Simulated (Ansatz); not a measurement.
## BN: field-gradient calculation

The run: field-gradient calculation of BN (4 atoms in the cell). Method and program: DFT, PBE, plane waves, PAW, no spin polarisation (Ansatz 0.2.0).

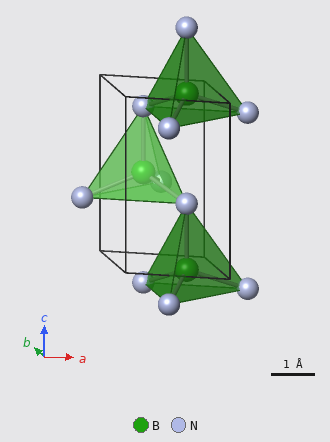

Figure 1. The structure (polyhedral view of the cell of the calculation, seen slightly off an axis; polyhedra are completed across the faces of the cell).

**Results in brief**

| quantity | value |
| --- | --- |
| outcome | converged |
| space group (tolerance 0.01 Å) | P6₃mc (186) |
| electrons treated | 16 |
| free energy | −1084.4709 eV |
| Fermi energy | 14.096 eV |
| gap on the k-point mesh | 5.18 eV |
| pressure | 7.95 GPa |
| field gradient V_zz (10²¹ V/m²) | B 0.0770, B 0.0770, N 0.48, N 0.48 |
| largest force (length of the vector) | under 0.001 eV/Å |
| hardware | 1 thread of Arm Neoverse V1, 24 GiB of memory available, shared host |
| wall time | 4.5 s |
| peak memory | 0.29 GiB |

**Notes**

Settings chosen away from the usual ones: scf.initial_density.chi_scale = 0.1. The cell is under a pressure of 8.0 GPa at this level, so it is not at its equilibrium volume.

**Input file**
```yaml
crystal:
  lattice:
    - [2.536, 0.0, 0.0]
    - [-1.268, 2.196240424, 0.0]
    - [0.0, 0.0, 4.199]
  atoms:
    - { symbol: B, position: [0.6666666667, 0.3333333333, 0.0002784272] }
    - { symbol: B, position: [0.3333333333, 0.6666666667, 0.5002784272] }
    - { symbol: "N", position: [0.6666666667, 0.3333333333, 0.3747215728] }
    - { symbol: "N", position: [0.3333333333, 0.6666666667, 0.8747215728] }
kpoints:
  mp_grid: { grid: [12, 12, 7] }
scf:
  occupations: { method: fermi_dirac, width: 0.02 }
  initial_density: { chi_scale: 0.1 }
hamiltonian:
  xc: pbe
  pseudopotentials: { kind: paw }
output:
  forces: true
  stress: true
  populations: true
  efg:
    quadrupole_moments_barn: { B: 0.04059, "N": 0.02044 }
    contact_densities: true
```

Command:
```bash
ansatz run input.yaml --threads 1 --pin off --max-ram 2560MiB --backend cpu --events-out ev --progress --plain --runs-dir out
```

**What the program printed**
```
Engine: ansatz 0.2.0, aarch64-unknown-linux-gnu
Pseudopotentials: kind: paw
Pseudopotential: B, paw, valence charge 3, recommended cutoff 420 eV (normal), B.paw.azcp
Pseudopotential: N, paw, valence charge 5, recommended cutoff 420 eV (normal), N.paw.azcp
Functional definition: PBE
  parameter kappa = 0.804
  parameter beta = 0.06672455060314922
  exchange = pbe_x(kappa = kappa, mu = beta*pi^2/3)
  correlation = pbe_c(beta = beta)
Crystal: 4 atoms, lattice volume = 23.387 Å³
Basis set: ecut = 420 eV, 465 PW (Γ), exchange–correlation on 36×36×60 points (8 copies of the dense FFT grid, shifted against one another)
Bands: 12, of which v1, the nominal top of the filled ones, is band 8 counted from 1 (7 counted from 0)
Symmetry: 12 space group operations
Space group: P63mc (ITA 186), of the structure as read, at distance tolerance 2.9e-5 Å
k-points: 76 of 1008 (time reversal used)
Non-local potential: B, projectors of the file, l = 0: 2, l = 1: 2, l = 2: 1
Non-local potential: N, projectors of the file, l = 0: 2, l = 1: 2, l = 2: 1
PAW form: soft (Blöchl's): semilocal exchange-correlation on the pseudo side does not see the compensation charge
PAW one-centre angular grid: B, 110 points (default); XC on 64 Gauss nodes
PAW one-centre angular grid: N, 110 points (default); XC on 64 Gauss nodes
Initial density: superposition of atomic densities (chi_scale 0.1, normalization cell, long waves kept (reshape's long-wave potential 0.00 eV rms))
Initial wavefunctions: pseudopotential atomic-orbital guess
Functional: x = pbe(κ = 0.804, μ = 0.2195149727645171), c = pbe(β = 0.06672455060314922)
SCF iter   1: F=—  HF=-1085.843240 eV  |F-HF|=—  |Δ(HF+E_count)|=         —  Δρ=1.48e-1  dr2=4.16e0  ethr=3.10e-3  ⟨swp⟩=4.9  Hψ=4880  notcnv=0
preconditioner: auto → none  [insulator: Δε(μ)=6.663 eV  Ē_g=18.268 eV  σ=0.020 eV  W_gap=1.00  n_scr=2 (ndim 8)  ℏωp=30.7 eV  f_vac=0.000  D(μ)=0.00/eV (n_scr^D=0)  ε∞_Penn≈3.8]
SCF iter   2: F=—  HF=-1084.588576 eV  |F-HF|=—  |Δ(HF+E_count)|=    1.25e0  Δρ=6.41e-2  dr2=5.06e-1  ethr=3.10e-3  ⟨swp⟩=2.6  Hψ=2521  notcnv=0
SCF iter   3: F=—  HF=-1084.478620 eV  |F-HF|=—  |Δ(HF+E_count)|=   1.10e-1  Δρ=2.30e-2  dr2=7.34e-2  ethr=3.10e-3  ⟨swp⟩=2.4  Hψ=1696  notcnv=0
SCF iter   4: F=—  HF=-1084.470665 eV  |F-HF|=—  |Δ(HF+E_count)|=   7.96e-3  Δρ=2.99e-3  dr2=8.14e-4  ethr=4.59e-4  ⟨swp⟩=3.0  Hψ=1824  notcnv=0
SCF iter   5: F=—  HF=-1084.470904 eV  |F-HF|=—  |Δ(HF+E_count)|=   2.39e-4  Δρ=3.86e-4  dr2=2.06e-5  ethr=5.09e-6  ⟨swp⟩=2.9  Hψ=1788  notcnv=0
SCF iter   6: F=—  HF=-1084.470899 eV  |F-HF|=—  |Δ(HF+E_count)|=   5.17e-6  Δρ=1.92e-5  dr2=2.06e-8  ethr=6.25e-10  ⟨swp⟩=4.8  Hψ=5202  notcnv=0
SCF iter   7: F=-1084.470899 eV  HF=-1084.470899 eV  |F-HF|=1.18e-9  |Δ(HF+E_count)|=   4.71e-8  Δρ=3.18e-6  dr2=1.88e-9  ethr=1.29e-10  ⟨swp⟩=1.6  Hψ=2796  notcnv=0
SCF 1 converged in 7 iterations: F = -1084.470899 eV  dr2 = 1.88e-9
  greatest PAW one-centre occupation: 0.789 electrons in one spin orbital (limit 2), on the N atom at site 3 (counted from 0), in its partial waves of l = 0
```

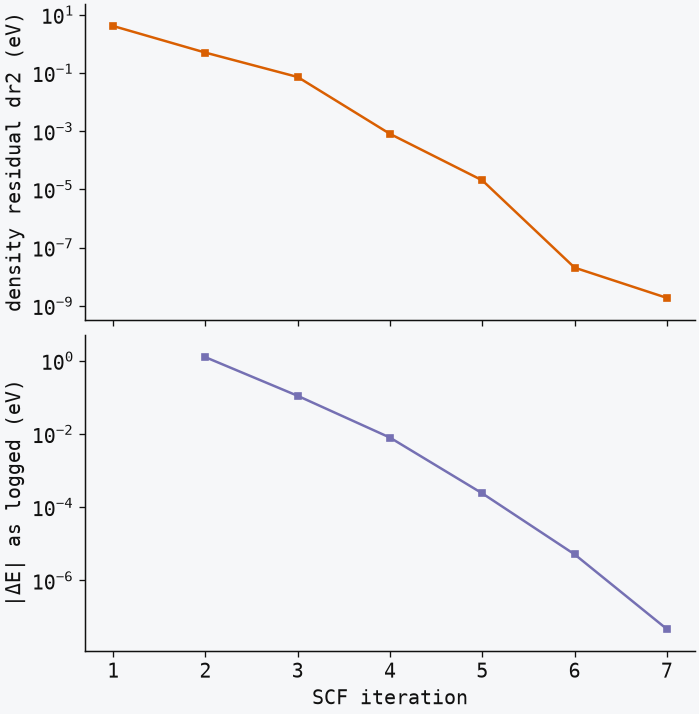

Figure 2. Convergence of the self-consistent field: density residual dr2 and size of the energy change against the SCF iteration. The residual falls at every step.

```
SCF converged after 7 iterations
Free energy (F): -1084.470899 eV
Harris-Foulkes:  -1084.470899 eV  (|F-HF|=1.18e-9)
Internal energy: -1084.470899 eV  (E = F + TS)
E sigma→0 (E₀):  -1084.470899 eV
Fermi energy:    14.096158 eV
--- Per-component energies (eV) ---
  E_band       = 54.700800
  E_kinetic    = 372.602303
  E_local      = -350.492935  (includes V_loc(G=0)·N_el)
  E_nonlocal   = 113.397565
  E_hartree    = 98.580024
  E_xc         = -187.253168
  E_vxc        = -232.935651  (∫ρ·V_xc dr)
  E_paw        = -413.030841  (= ΣΔE_a)
  E_vpaw       = -45.029907  (= ΣTr[D̂ρ^β])
  E_aug_tail   = 0.000204  (compensation charges beyond the density's cutoff)
  E_ewald      = -718.274053
  E_smearing   = -0.000000  (= −TS)
  E_closure    = 0.000000  (closes the sum)
  Σ components = -1084.470899   (vs F -1084.470899, Δ=0.00e0)
--- Forces (eV/Å), atoms counted from 1 ---
  atom   1  B      0.00000000     0.00000000    -0.00010194
  atom   2  B      0.00000000    -0.00000000    -0.00010194
  atom   3  N      0.00000000    -0.00000000     0.00009769
  atom   4  N      0.00000000     0.00000000     0.00009769
  max |Σ_I F_I| component: 8.51e-6 eV/Å
--- Stress (GPa, compression-positive) ---
        8.311671       0.000000       0.000000
       -0.000000       8.311671       0.000000
        0.000000       0.000000       7.229900
  P = ⅓ Tr σ = 7.9511 GPa (79.511 kbar)
--- PAW observables at the nuclei: V_zz in 10²¹ V/m², potentials from the cell's mean, atoms counted from 1 ---
  atom   1  B  V_zz =    +0.077019   η = 0.0000   by run symmetry: allowed   C_q = +0.0756 MHz
            electrostatic potential = -327.879125 V   contact ρ = 485.928404 e/Å³
  atom   2  B  V_zz =    +0.077019   η = 0.0000   by run symmetry: allowed   C_q = +0.0756 MHz
            electrostatic potential = -327.879125 V   contact ρ = 485.928404 e/Å³
  atom   3  N  V_zz =    +0.475447   η = 0.0000   by run symmetry: allowed   C_q = +0.2350 MHz
            electrostatic potential = -518.092263 V   contact ρ = 1411.262279 e/Å³
  atom   4  N  V_zz =    +0.475447   η = 0.0000   by run symmetry: allowed   C_q = +0.2350 MHz
            electrostatic potential = -518.092263 V   contact ρ = 1411.262279 e/Å³
--- Band table (eV; the first three rows and the last of 76) ---
  k-point 0: bands = ["-9.0239", "-4.8288", "0.4817", "9.3662", "9.3662", "11.2227", "11.5058", "11.5058", "19.9424", "19.9424", "20.1485", "21.1777"]
  k-point 1: bands = ["-8.9009", "-5.2682", "1.1390", "9.4532", "9.4532", "10.5448", "11.3737", "11.3737", "20.0907", "20.0907", "20.4419", "21.1717"]
  k-point 2: bands = ["-8.5347", "-6.1846", "2.6980", "8.8855", "9.7055", "9.7055", "11.0230", "11.0230", "20.5105", "20.5105", "20.8819", "21.1568"]
  k-point 75: bands = ["-3.5116", "-3.5116", "2.6600", "2.6600", "3.3055", "4.0997", "8.3337", "8.3337", "20.6745", "21.0541", "21.0541", "22.7471"]
--- Löwdin populations: 4 sites ---
  site symbol       q [e]
     0      B      2.6830
     1      B      2.6830
     2      N      5.2878
     3      N      5.2878
  spilling = 0.003645 (of n_electrons = 16.000000)
```

**File populations.tsv**
```
# site	symbol	l	j	q
# orbitals = lowdin
# n_electrons = 16.000000
# spilling = 0.003645
0	B	0_2S	-	0.639785
0	B	1_2P	-	2.043263
1	B	0_2S	-	0.639785
1	B	1_2P	-	2.043263
2	N	0_2S	-	1.179694
2	N	1_2P	-	4.108095
3	N	0_2S	-	1.179694
3	N	1_2P	-	4.108095
```

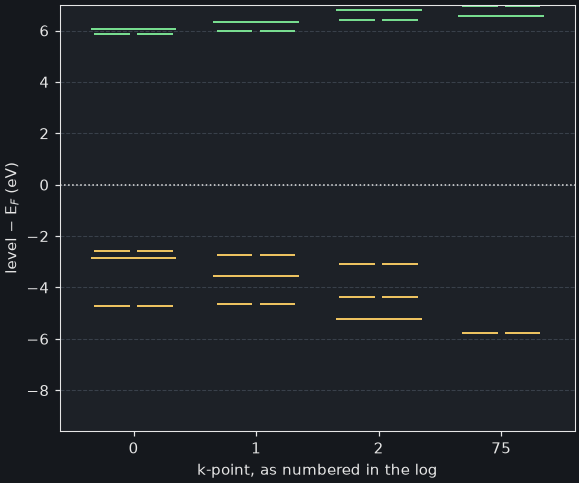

Figure 3. Kohn–Sham levels near the Fermi level (dotted) at the few k-points that the log prints; levels within 0.02 eV of each other stand side by side. Among these points the highest filled and lowest empty levels are 8.44 eV apart; the gap on the full mesh, 5.18 eV, has an edge at a point that isn't printed.
